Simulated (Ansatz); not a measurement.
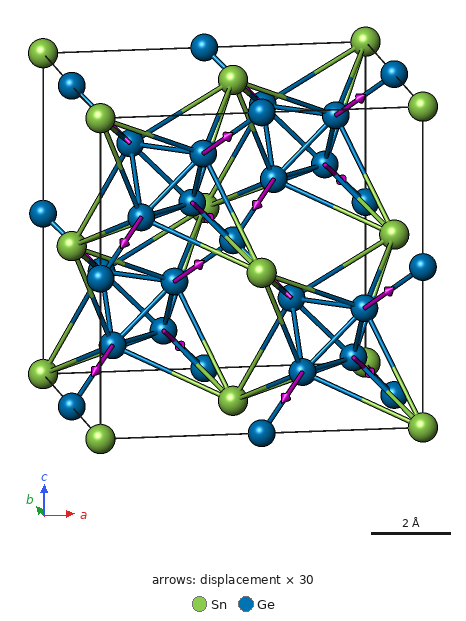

This is a relaxation of crystalline SnGe5 (a generated structure, set up in F-43m) (coarse preliminary run). The starting structure is drawn; purple arrows show the displacements (the part carried along by the change of the cell is left out), magnified 30 times.

Style: ball-and-stick. Shown: the conventional cell (4 times the calculation's cell), slightly off an axis. Lengths and directions refer to the drawn axes.

These are results of DFT PBE, scalar-relativistic, plane waves, PAW (Ansatz), not measurements.

The input:
```yaml
crystal:
  lattice:
    - [0.0, 4.14654956, 4.14654956]
    - [4.14654956, 0.0, 4.14654956]
    - [4.14654956, 4.14654956, 0.0]
  atoms:
    - { symbol: Sn, position: [0.0, 0.0, 0.0] }
    - { symbol: Ge, position: [0.5, 0.5, 0.5] }
    - { symbol: Ge, position: [0.34594753, 0.34594753, 0.34594753] }
    - { symbol: Ge, position: [0.34594753, 0.34594753, 0.96215742] }
    - { symbol: Ge, position: [0.34594753, 0.96215742, 0.34594753] }
    - { symbol: Ge, position: [0.96215742, 0.34594753, 0.34594753] }
basis:
  ecutwfc: 420
kpoints:
  mp_grid: { grid: [4, 4, 4] }
hamiltonian:
  xc: pbe
scf:
  occupations: { method: gaussian, width: 0.1 }
  lower_state_search: "off"
output:
  forces: true
  stress: true
  eigenvalues: true
relax:
  adjacent_minimum: "off"
  f_tol: 0.04
  max_steps: 70
  cell: { stress_tol: 0.4 }
```

Run as
```bash
ansatz run input.yaml --threads 1 --pin off --max-ram 2560MiB --backend cpu --events-out ev --progress --plain --runs-dir out
```

Q: Atoms of which element are displaced furthest, and by how much?

A: Germanium: up to 0.038 Å, against 0.000 Å for tin.

Q: What happened in the run?

A: The largest moves relative to the cell, 0.038 Å, are those of Ge3, Ge4, Ge5 and Ge6. Ge3 goes along [1 −1 1]. Sn stays in place. The volume changes by +39.5 %, with a = b = c 8.293 → 9.267 Å (+11.7 %). Among the contacts that change: Sn1–Ge3 3.390 → 3.791 Å, Ge3–Ge4 2.251 → 2.578 Å, Ge2–Ge3 2.213 → 2.434 Å. The space group stays F-43m (No. 216). After 5 accepted moves (7 points after the start) the energy has fallen by 3.397 eV per cell of the calculation. Largest force component: 2.3 eV/Å at the start, 0.0067 eV/Å at the end. Pressure: 24.85 GPa at the start and 0.21 GPa at the end. The SCF was repeated twice at an unchanged geometry on a basis and grid sized afresh for the cell, which shifted the energy by 79.1 meV per cell of the calculation at most.
